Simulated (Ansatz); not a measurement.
## Electronic structure of Mo$_{14}$S$_{27}$ (cell with a defect) in real space

Input

```
crystal:
  lattice:
    - [-1.5921336861, -8.2729693505, 0.0]
    - [7.9606684653, 2.7576564569, 0.0]
    - [0.0, 0.0, 12.9903970672]
  atoms:
    - { symbol: Mo, position: [0.6666666667, 0.3333333333, 0.25] }
    - { symbol: Mo, position: [0.8095238095, 0.7619047619, 0.25] }
    - { symbol: Mo, position: [0.380952381, 0.4761904762, 0.25] }
    - { symbol: Mo, position: [0.9523809524, 0.1904761905, 0.25] }
    - { symbol: Mo, position: [0.5238095238, 0.9047619048, 0.25] }
    - { symbol: Mo, position: [0.0952380952, 0.619047619, 0.25] }
    - { symbol: Mo, position: [0.2380952381, 0.0476190476, 0.25] }
    - { symbol: Mo, position: [0.4742167205, 0.1048795855, 0.7428621106] }
    - { symbol: Mo, position: [0.6141969147, 0.5227761934, 0.7466740714] }
    - { symbol: Mo, position: [0.1904761905, 0.2380952381, 0.75] }
    - { symbol: Mo, position: [0.7619047619, 0.9523809524, 0.75] }
    - { symbol: Mo, position: [0.3333333333, 0.6666666667, 0.75] }
    - { symbol: Mo, position: [0.904633126, 0.3829278008, 0.7500198212] }
    - { symbol: Mo, position: [0.0476190476, 0.8095238095, 0.75] }
    - { symbol: S, position: [0.8095238095, 0.7619047619, 0.630473945] }
    - { symbol: S, position: [0.380952381, 0.4761904762, 0.630473945] }
    - { symbol: S, position: [0.9523809524, 0.1904761905, 0.630473945] }
    - { symbol: S, position: [0.5238095238, 0.9047619048, 0.630473945] }
    - { symbol: S, position: [0.0952380952, 0.619047619, 0.630473945] }
    - { symbol: S, position: [0.2380952381, 0.0476190476, 0.630473945] }
    - { symbol: S, position: [0.4761904762, 0.0952380952, 0.369526055] }
    - { symbol: S, position: [0.619047619, 0.5238095238, 0.369526055] }
    - { symbol: S, position: [0.1904761905, 0.2380952381, 0.369526055] }
    - { symbol: S, position: [0.7619047619, 0.9523809524, 0.369526055] }
    - { symbol: S, position: [0.3333333333, 0.6666666667, 0.369526055] }
    - { symbol: S, position: [0.9047619048, 0.380952381, 0.369526055] }
    - { symbol: S, position: [0.0476190476, 0.8095238095, 0.369526055] }
    - { symbol: S, position: [0.6666666667, 0.3333333333, 0.869526055] }
    - { symbol: S, position: [0.8095238095, 0.7619047619, 0.869526055] }
    - { symbol: S, position: [0.380952381, 0.4761904762, 0.869526055] }
    - { symbol: S, position: [0.9523809524, 0.1904761905, 0.869526055] }
    - { symbol: S, position: [0.5238095238, 0.9047619048, 0.869526055] }
    - { symbol: S, position: [0.0952380952, 0.619047619, 0.869526055] }
    - { symbol: S, position: [0.2380952381, 0.0476190476, 0.869526055] }
    - { symbol: S, position: [0.4761904762, 0.0952380952, 0.130473945] }
    - { symbol: S, position: [0.619047619, 0.5238095238, 0.130473945] }
    - { symbol: S, position: [0.1904761905, 0.2380952381, 0.130473945] }
    - { symbol: S, position: [0.7619047619, 0.9523809524, 0.130473945] }
    - { symbol: S, position: [0.3333333333, 0.6666666667, 0.130473945] }
    - { symbol: S, position: [0.9047619048, 0.380952381, 0.130473945] }
    - { symbol: S, position: [0.0476190476, 0.8095238095, 0.130473945] }
  host:
    lattice:
      - [3.1842673871, 2.9e-09, 0.0]
      - [-1.592133696, 2.7576564482, 0.0]
      - [0.0, 0.0, 12.9903970672]
    atoms:
      - { symbol: Mo, position: [0.6666666667, 0.3333333333, 0.25] }
      - { symbol: Mo, position: [0.3333333333, 0.6666666667, 0.75] }
      - { symbol: S, position: [0.6666666667, 0.3333333333, 0.630473945] }
      - { symbol: S, position: [0.3333333333, 0.6666666667, 0.369526055] }
      - { symbol: S, position: [0.6666666667, 0.3333333333, 0.869526055] }
      - { symbol: S, position: [0.3333333333, 0.6666666667, 0.130473945] }
basis:
  ecutwfc: 500
  xc_grid: 3
kpoints:
  mp_grid: { grid: [2, 2, 2], shift: [0.0, 0.0, 0.0] }
hamiltonian:
  xc: r2scan
scf:
  occupations: { method: gaussian, width: 0.01 }
output:
  forces: true
  stress: false
  eigenvalues: true
  charged_corrections:
    defect_position: [0.66666667, 0.33333333, 0.63047394]
    epsilon: [[14.2195, 0.0, 0.0], [0.0, 14.2195, 0.0], [0.0, 0.0, 4.8115]]
  write_density: true
  write_potential: true
  elf: true
  volumetric_format: npy
relax:
  adjacent_minimum: "off"
  f_tol: 0.025
  max_steps: 45
```

Run with:

```sh
ansatz run input.yaml --threads 8 --pin off --max-ram 20480MiB --backend cpu --events-out ev --progress --plain --runs-dir out
```

The fields are those of the relaxed geometry.

Computed without spin polarisation.

Level of theory: DFT r2SCAN, scalar-relativistic, plane waves, PAW (Ansatz).

In a PAW calculation such maps are meaningful between the atoms, not at the nuclei.

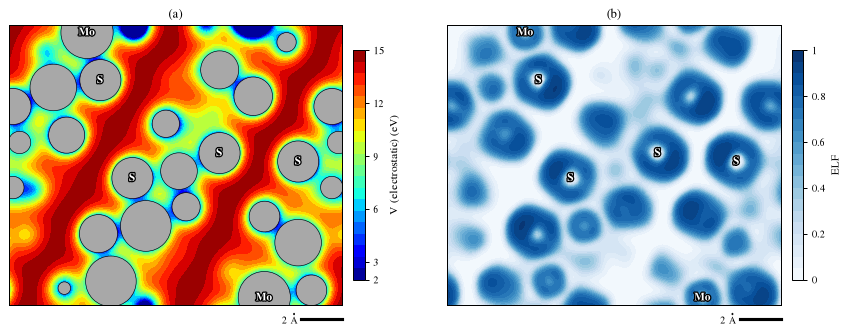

Figure 1. (a) electrostatic potential (local pseudopotential plus Hartree) felt by an electron; (b) ELF on the (111) plane of the calculation cell. Grey discs cover the atomic cores in the potential map.

### What does the map show?

Atoms in the plane: Mo and S.
Atoms just off the plane (Mo, 0.3 Å away and S, 0.3 Å away) can leave unmarked features too.
Mo–S (2.41 Å): the ELF peaks at about 0.85 in the valence shell of S, 0.8 Å from its nucleus, and is about 0.45 at the midpoint.
The features right at Mo lie inside the PAW spheres, where the map follows smoothed inner orbitals and isn't to be read closely.
Outside the cores the potential energy rises away from the atoms and is highest about 1.9 Å from the nearest atoms; its zero is arbitrary.

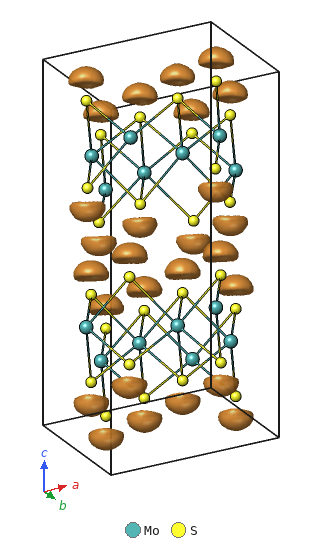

Figure 2. Isosurface of the ELF at 0.9 (orange), seen at an oblique angle. Only the valence region is drawn (cores and ρ < 0.01 e/Å³ removed). Sticks mark near contacts.

### What do the ELF domains correspond to?

At this value the surface marks out 27 lobes on S, pointing away from the bonds (lone pairs), counted in one cell of 41 atoms. Any copies at cell faces, edges or corners count once.


Mo–S (2.37 Å): the ELF peaks at about 0.85 in the valence shell of S, 0.8 Å from its nucleus, and is about 0.45 at the midpoint.

### Metal or insulator at this level of theory?

It is gapped, with a Kohn–Sham gap of 0.68 eV on the k-point mesh (the band edges may lie off the mesh, which would make the gap smaller).
